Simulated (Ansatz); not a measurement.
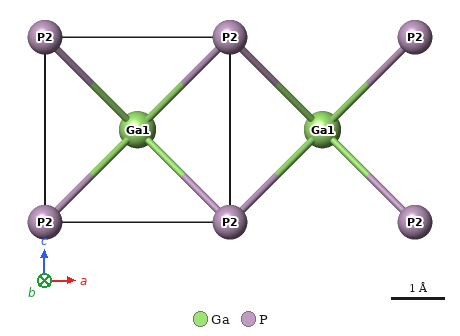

Starting structure of solid GaP (a generated structure, set up in Pm-3m) (coarse preliminary run). Style: ball-and-stick. Shown: the cell of the calculation, repeated 2 × 1 × 1 with one cell outlined, along the b axis.

Theory: Ansatz 0.2.0, DFT PBE, scalar-relativistic, plane waves, PAW.

Input
```yaml
crystal:
  lattice:
    - [3.519793, 0.0, 0.0]
    - [0.0, 3.519793, 0.0]
    - [0.0, 0.0, 3.519793]
  atoms:
    - { symbol: Ga, position: [0.5, 0.5, 0.5] }
    - { symbol: P, position: [0.0, 0.0, 0.0] }
basis:
  ecutwfc: 420
kpoints:
  mp_grid: { grid: [6, 6, 6] }
hamiltonian:
  xc: pbe
scf:
  occupations: { method: gaussian, width: 0.1 }
  lower_state_search: "off"
output:
  forces: true
  stress: true
  eigenvalues: true
relax:
  adjacent_minimum: "off"
  f_tol: 0.04
  max_steps: 70
  cell: { stress_tol: 0.4 }
```

Command:
```bash
ansatz run input.yaml --threads 1 --pin off --max-ram 2560MiB --backend cpu --events-out ev --progress --plain --runs-dir out
```

Question: What does the optimiser find from here?

Answer: The atoms keep their places relative to the cell (all moves are under 0.005 Å). The volume changes by −23.2 %, with a = b = c 3.520 → 3.223 Å (−8.4 %). Some distances before and after: Ga1–P2 3.048 → 2.792 Å. The space group stays Pm-3m (No. 221). After 4 accepted moves (5 points after the start) the energy has fallen by 213 meV per atom. All forces vanish by symmetry, so only the cell relaxes. The pressure goes from −10.30 to −0.03 GPa. At 1 point the geometry stayed and the basis and grid were re-selected for the new cell (energy shift of 0.8 meV per atom at most each time).

The structure at the end:

```
CELL_PARAMETERS angstrom
3.22344 0.00000 0.00000
0.00000 3.22344 0.00000
0.00000 0.00000 3.22344
ATOMIC_POSITIONS crystal
Ga 0.50000 0.50000 0.50000
P 0.00000 0.00000 0.00000
```

The end point in the same view:

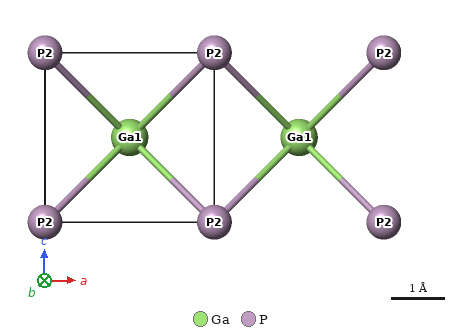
